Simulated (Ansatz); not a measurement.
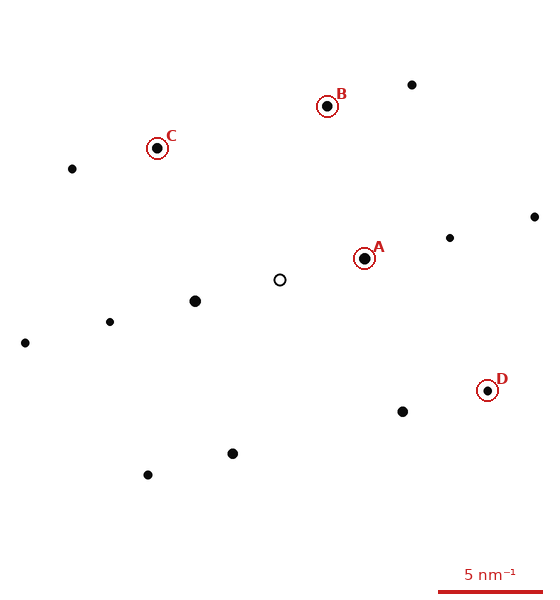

Computed electron diffraction pattern, 120 kV, single scattering only, B = 0.3 Å². The zone axis points towards the electron source and the pattern is seen from the source side.

The sample is W, space group P6_3/mmc (No. 194), a = 2.737 Å, c = 4.857 Å (hexagonal axes). Structure: the input geometry of an electronic-structure calculation (not necessarily at equilibrium); the starting structure was generated, so it need not be a known form of this composition.

Spot A is indexed 0 -1 0 and spot B 2 -2 -1.

Question: Give hkl for C, D.

Answer: C = −2A + B = 2 0 -1 (d = 1.151 Å). D = 3A − B = -2 -1 1 (d = 0.881 Å).

Question: Find the zone axis.

Answer: The cross product of A and B is parallel to [102]; every spot obeys hu + kv + lw = 0.
